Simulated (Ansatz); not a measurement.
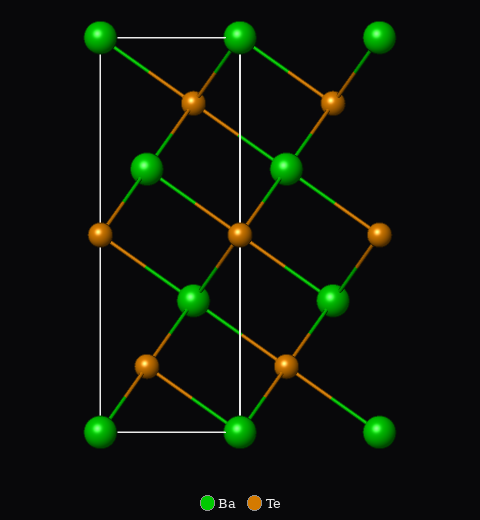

Projection along an edge of the hexagonal mesh, stacking direction [111] upwards. Every atom sits on one of the three columns of the mesh; call them A, B, C in the order in which they first turn up. The box is the hexagonal cell of the face-centred cubic lattice. The sequence starts with the first layer at or above the cell's origin.

BaTe: a calculation's input that goes back to an entry of the Crystallography Open Database (an earlier step may have relaxed or displaced it).

**List the layers of one repeat.**

Ba(A) – Te(B) – Ba(C) – Te(A) – Ba(B) – Te(C) (six layers in 11.81 Å).

**How are the Te layers alone stacked?**

Te layers alone: BAC, the cubic close-packed type.

**Which positions between or in the Te layers do the other atoms fill?**

Ba: three octahedral sites in each hexagonal cell.
